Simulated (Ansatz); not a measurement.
**What a change does: single-point calculation on Ru**

System: Ru (P6₃/mmc, 4 atoms in the cell).
Method of run 1: DFT, PBE, plane waves, PAW, no spin polarisation (Ansatz 0.2.0).

The structure derives from an entry of the Crystallography Open Database. Text and figures count atoms from 1; the logs count them from 0 in places.

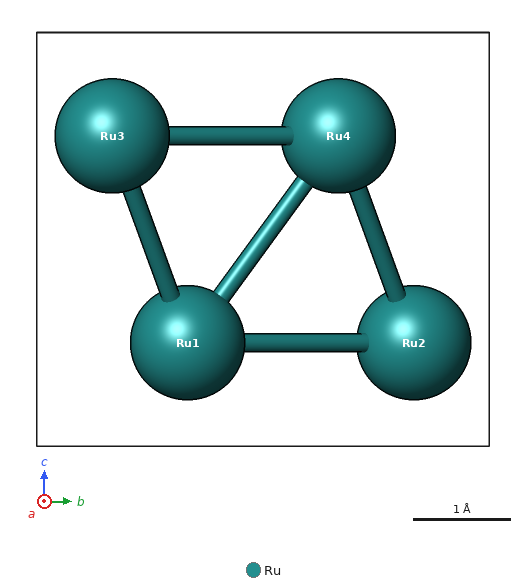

Fig. 1: The structure (ball-and-stick view of the cell of the calculation, along the a axis; atoms are numbered from 1 in the order of the input). Near neighbours in the crystal (not all of them lie inside the picture): Ru has 12 Ru at 2.65 to 2.71 Å.

### The input, run 1
```yaml
crystal:
  lattice:
    - [2.70756445, 0.0, 0.0]
    - [-2.70756445, 4.68964403, 0.0]
    - [0.0, 0.0, 4.28749881]
  atoms:
    - { symbol: Ru, position: [0.3333, 0.33335, 0.25] }
    - { symbol: Ru, position: [0.3333, 0.83335, 0.25] }
    - { symbol: Ru, position: [0.6666, 0.16665, 0.75] }
    - { symbol: Ru, position: [0.6666, 0.66665, 0.75] }
  symmetry: { tolerance: 0.0003 }
kpoints:
  mp_grid: { grid: [10, 5, 5], shift: [0, 0, 0] }
magnetization:
  spin_polarized: false
scf:
  occupations: { method: fermi_dirac, width: 0.1233 }
hamiltonian:
  pseudopotentials: { kind: paw }
  xc: pbe
basis:
  ecutwfc: 420
output:
  forces: true
  stress: true
  eigenvalues: true
  write_density: true
  write_potential: true
  elf: true
  volumetric_format: npy
```

Command:
```bash
ansatz run input.yaml --threads 1 --pin off --max-ram 2560MiB --backend cpu --events-out ev --progress --plain --runs-dir out
```

Hardware: 1 thread of an x86-64 CPU, shared host.

### Output, shortened to warnings, some set-up lines, iterations and results (run 1)
```
Basis set: ecut = 420 eV, 1057 PW (Γ), exchange–correlation on 40×80×60 points (8 copies of the dense FFT grid, shifted against one another)
Symmetry: 16 space group operations
k-points: 54 of 250
Initial density: superposition of atomic densities (neutral atoms: chi_scale 0, normalization atom), corrected by the library's trained network
[...]
SCF iter   1: F=—  HF=-23514.825131 eV  |F-HF|=—  |Δ(HF+E_count)|=         —  Δρ=6.32e-3  dr2=4.31e-3  ethr=1.77e-3  ⟨swp⟩=5.1  Hψ=7292  notcnv=0
SCF iter   2: F=—  HF=-23514.830801 eV  |F-HF|=—  |Δ(HF+E_count)|=   5.67e-3  Δρ=3.74e-3  dr2=1.58e-3  ethr=6.74e-6  ⟨swp⟩=2.0  Hψ=3903  notcnv=0
SCF iter   3: F=—  HF=-23514.832977 eV  |F-HF|=—  |Δ(HF+E_count)|=   2.18e-3  Δρ=2.41e-4  dr2=9.64e-6  ethr=2.47e-6  ⟨swp⟩=2.0  Hψ=2918  notcnv=0
SCF iter   4: F=—  HF=-23514.832911 eV  |F-HF|=—  |Δ(HF+E_count)|=   6.55e-5  Δρ=9.93e-5  dr2=2.08e-6  ethr=1.51e-8  ⟨swp⟩=2.1  Hψ=3801  notcnv=0
SCF iter   5: F=-23514.832912 eV  HF=-23514.832912 eV  |F-HF|=8.74e-9  |Δ(HF+E_count)|=   6.79e-7  Δρ=1.08e-5  dr2=4.75e-8  ethr=3.25e-9  ⟨swp⟩=2.7  Hψ=3940  notcnv=0
SCF iter   6: F=-23514.832912 eV  HF=-23514.832912 eV  |F-HF|=6.22e-10  |Δ(HF+E_count)|=   4.17e-9  Δρ=2.74e-6  dr2=2.28e-9  ethr=7.42e-11  ⟨swp⟩=5.4  Hψ=12116  notcnv=0
SCF 1 converged in 6 iterations: F = -23514.832912 eV  dr2 = 2.28e-9
SCF converged after 6 iterations
Free energy (F): -23514.832912 eV
Harris-Foulkes:  -23514.832912 eV  (|F-HF|=6.22e-10)
Internal energy: -23514.649109 eV  (E = F + TS)
E sigma→0 (E₀):  -23514.741010 eV
Entropy (-TS):   -0.183803 eV (-45.951 meV/atom)
Fermi energy:    23.486427 eV
--- Per-component energies (eV) ---
  E_band       = -215.900350
  E_kinetic    = 2057.441030
  E_local      = -5041.390057  (includes V_loc(G=0)·N_el)
  E_nonlocal   = 1371.909826
  E_hartree    = 1620.082723
  E_xc         = -762.728079
  E_vxc        = -957.645325  (∫ρ·V_xc dr)
  E_paw        = -13842.768246  (= ΣΔE_a)
  E_vpaw       = -886.383170  (= ΣTr[D̂ρ^β])
  E_aug_tail   = -0.000775  (compensation charges beyond the density's cutoff)
  E_ewald      = -8917.195530
  E_smearing   = -0.183803  (= −TS)
  E_closure    = -0.000000  (closes the sum)
  Σ components = -23514.832912   (vs F -23514.832912, Δ=0.00e0)
--- Forces (eV/Å), atoms counted from 1 ---
  atom   1  Ru     0.00000000    -0.00109887     0.00000000
  atom   2  Ru     0.00000000    -0.00109887     0.00000000
  atom   3  Ru    -0.00000000     0.00109887     0.00000000
  atom   4  Ru    -0.00000000     0.00109887     0.00000000
  max |Σ_I F_I| component: 3.47e-18 eV/Å
--- Stress (GPa, compression-positive) ---
        5.062742      -0.000000       0.000000
       -0.000000       5.067633       0.000000
        0.000000       0.000000       1.807953
  P = ⅓ Tr σ = 3.9794 GPa (39.794 kbar)
```

For run 2 the input was changed thus:
```diff
-  mp_grid: { grid: [10, 5, 5], shift: [0, 0, 0] }
+  mp_grid: { grid: [8, 4, 4], shift: [0, 0, 0] }
+  mixing: { algorithm: anderson, beta: 0.1 }
+  algorithm: density_mixing
-  ecutwfc: 420
+  ecutwfc: "400 eV"
```

How does run 2 compare with run 1?

The free energy of run 2 is 6.0 meV per atom lower, the joint effect of these numerical settings, which can't be told apart here. The pressure goes from 3.98 to 3.77 GPa. The SCF takes 9 iterations against 6. The irreducible k-points go from 54 to 39. The plane waves at Γ go from 1057 to 1003.

### Output, shortened to warnings, some set-up lines, iterations and results (run 2)
```
Warning: basis.ecutwfc = 400 eV is below the records' recommended 420 eV, and the density's cutoff is lower with it unless basis.ecutrho_ratio is high enough to keep the records' density cutoff: compare with a run at a higher cutoff
Basis set: ecut = 400 eV, 1003 PW (Γ), exchange–correlation on 36×72×60 points (8 copies of the dense FFT grid, shifted against one another)
Symmetry: 16 space group operations
k-points: 39 of 128
Initial density: superposition of atomic densities (neutral atoms: chi_scale 0, normalization atom), corrected by the library's trained network
[...]
SCF iter   1: F=—  HF=-23514.850023 eV  |F-HF|=—  |Δ(HF+E_count)|=         —  Δρ=7.68e-3  dr2=6.85e-3  ethr=1.77e-3  ⟨swp⟩=5.1  Hψ=5369  notcnv=0
SCF iter   2: F=—  HF=-23514.852331 eV  |F-HF|=—  |Δ(HF+E_count)|=   2.31e-3  Δρ=7.06e-3  dr2=5.84e-3  ethr=1.07e-5  ⟨swp⟩=2.0  Hψ=2705  notcnv=0  κ⁻¹=1.0e0(r=1)
SCF iter   3: F=—  HF=-23514.857129 eV  |F-HF|=—  |Δ(HF+E_count)|=   4.80e-3  Δρ=9.45e-4  dr2=2.47e-4  ethr=9.13e-6  ⟨swp⟩=2.0  Hψ=2159  notcnv=0  κ⁻¹=2.1e-4(r=2)
SCF iter   4: F=—  HF=-23514.857116 eV  |F-HF|=—  |Δ(HF+E_count)|=   1.36e-5  Δρ=8.26e-4  dr2=1.87e-4  ethr=3.86e-7  ⟨swp⟩=2.0  Hψ=1865  notcnv=0  κ⁻¹=1.1e-4(r=3)
SCF iter   5: F=—  HF=-23514.857143 eV  |F-HF|=—  |Δ(HF+E_count)|=   2.69e-5  Δρ=4.59e-4  dr2=4.06e-5  ethr=2.92e-7  ⟨swp⟩=2.0  Hψ=2351  notcnv=0  κ⁻¹=2.8e-6(r=4)
SCF iter   6: F=—  HF=-23514.857091 eV  |F-HF|=—  |Δ(HF+E_count)|=   5.13e-5  Δρ=2.13e-4  dr2=1.88e-5  ethr=6.34e-8  ⟨swp⟩=2.0  Hψ=2769  notcnv=0  κ⁻¹=1.4e-7(r=5)
SCF iter   7: F=—  HF=-23514.857092 eV  |F-HF|=—  |Δ(HF+E_count)|=   1.63e-7  Δρ=1.65e-4  dr2=1.06e-5  ethr=2.95e-8  ⟨swp⟩=2.0  Hψ=2810  notcnv=0  κ⁻¹=2.2e-8(r=6)
SCF iter   8: F=—  HF=-23514.857093 eV  |F-HF|=—  |Δ(HF+E_count)|=   1.14e-6  Δρ=4.77e-5  dr2=8.63e-7  ethr=1.66e-8  ⟨swp⟩=3.0  Hψ=3188  notcnv=0  κ⁻¹=2.2e-8(r=7)
SCF iter   9: F=-23514.857093 eV  HF=-23514.857093 eV  |F-HF|=1.35e-8  |Δ(HF+E_count)|=   2.77e-7  Δρ=9.47e-6  dr2=3.00e-8  ethr=1.56e-10  ⟨swp⟩=6.3  Hψ=10243  notcnv=0
SCF 1 converged in 9 iterations: F = -23514.857093 eV  dr2 = 3.00e-8
SCF converged after 9 iterations
Stability not checked: this state was not tested for a lower state beside it, because the mixer in use, unlike msr1, does not test its closes by its own steps (another_mixer; see scf.mixing.algorithm and scf.lower_state_search)
Free energy (F): -23514.857093 eV
Harris-Foulkes:  -23514.857093 eV  (|F-HF|=1.35e-8)
Internal energy: -23514.725540 eV  (E = F + TS)
E sigma→0 (E₀):  -23514.791316 eV
Entropy (-TS):   -0.131553 eV (-32.888 meV/atom)
Fermi energy:    23.437345 eV
--- Per-component energies (eV) ---
  E_band       = -216.722886
  E_kinetic    = 2056.972171
  E_local      = -5039.997006  (includes V_loc(G=0)·N_el)
  E_nonlocal   = 1371.538215
  E_hartree    = 1619.270501
  E_xc         = -762.712833
  E_vxc        = -957.626406  (∫ρ·V_xc dr)
  E_paw        = -13842.600376  (= ΣΔE_a)
  E_vpaw       = -886.136590  (= ΣTr[D̂ρ^β])
  E_aug_tail   = -0.000683  (compensation charges beyond the density's cutoff)
  E_ewald      = -8917.195530
  E_smearing   = -0.131553  (= −TS)
  E_closure    = -0.000000  (closes the sum)
  Σ components = -23514.857093   (vs F -23514.857093, Δ=0.00e0)
--- Forces (eV/Å), atoms counted from 1 ---
  atom   1  Ru     0.00000000    -0.00113243     0.00000000
  atom   2  Ru     0.00000000    -0.00113243     0.00000000
  atom   3  Ru    -0.00000000     0.00113243     0.00000000
  atom   4  Ru    -0.00000000     0.00113243     0.00000000
  max |Σ_I F_I| component: 3.47e-18 eV/Å
--- Stress (GPa, compression-positive) ---
        3.843072      -0.000000       0.000000
       -0.000000       3.848268       0.000000
        0.000000       0.000000       3.605100
  P = ⅓ Tr σ = 3.7655 GPa (37.655 kbar)
```

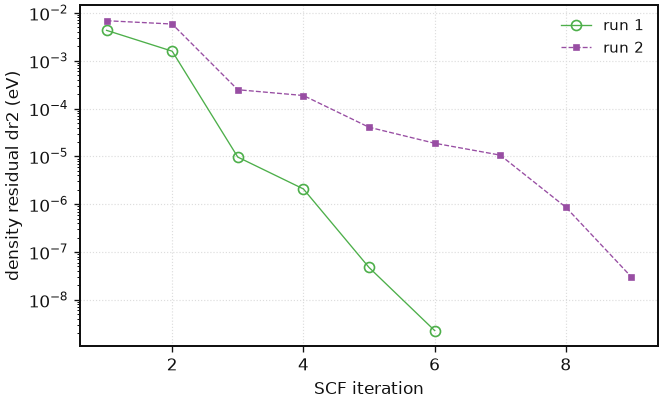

Fig. 2: Convergence of the two runs: density residual dr2 against the SCF iteration. Run 1 takes 6 iterations in all, and run 2 takes 9.

### The two runs side by side

| quantity | run 1 | run 2 |
| --- | --- | --- |
| outcome | converged | converged |
| free energy per atom (eV) | −5878.7082 | −5878.7143 |
| energy per atom, smearing taken to zero (eV) | −5878.6853 | −5878.6978 |
| pressure (GPa) | 3.98 | 3.77 |
| largest force (eV/Å) | 0.001 | 0.001 |
| SCF iterations | 6 | 9 |
| irreducible k-points | 54 | 39 |
| plane waves at Γ | 1057 | 1003 |
| wall time (shared host) | 6.4 s | 5.8 s |

For run 2: Warnings: the cutoff is below the recommended one.
